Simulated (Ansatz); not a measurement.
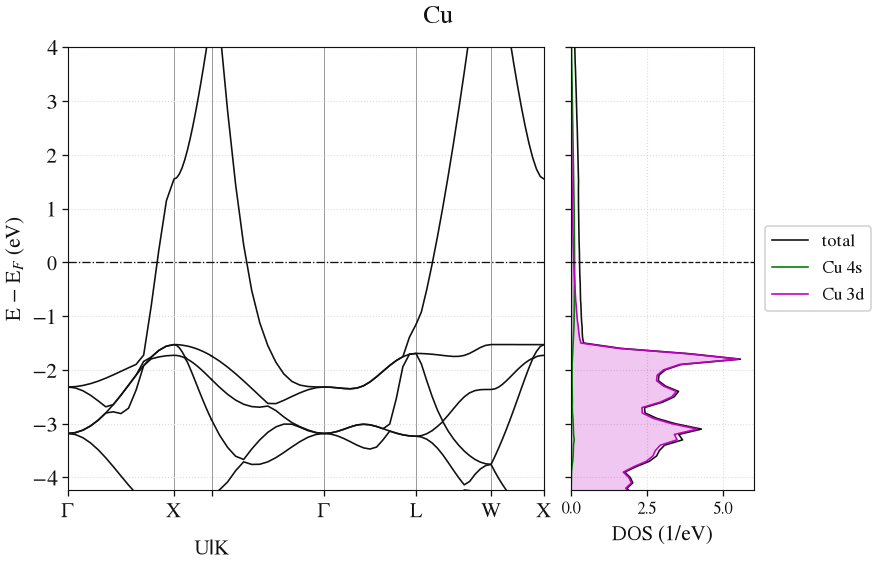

Band structure and density of states. Energies are counted from the Fermi level. The partial curves are projected on Löwdin-orthogonalised atomic shells; they sum to less than the total at higher energies, where shells without a projector contribute.

System: Cu, space group Fm-3m (No. 225), 1 atom in the cell.

```cif
data_structure
_symmetry_space_group_name_H-M 'Fm-3m'
_symmetry_Int_Tables_number 225
_cell_length_a 3.5769
_cell_length_b 3.5769
_cell_length_c 3.5769
_cell_angle_alpha 90.000
_cell_angle_beta 90.000
_cell_angle_gamma 90.000
_cell_volume 45.76
loop_
_atom_site_label
_atom_site_type_symbol
_atom_site_symmetry_multiplicity
_atom_site_Wyckoff_symbol
_atom_site_fract_x
_atom_site_fract_y
_atom_site_fract_z
_atom_site_occupancy
Cu1 Cu 4 a 0.00000 0.00000 0.00000 1
```

Ansatz 0.2.0; DFT r2SCAN, scalar-relativistic, plane waves, PAW, no spin polarisation, 20×20×20 k mesh, 500 eV cutoff, Gaussian smearing of 0.1 eV.

> Is there a gap at the Fermi level?

A metal: 1 band crosses the Fermi level along this path.

> On which lines of the path do bands cross the Fermi level?

Bands cross the Fermi level on Γ–X, K–Γ and L–W, and not on X–U, Γ–L and W–X.
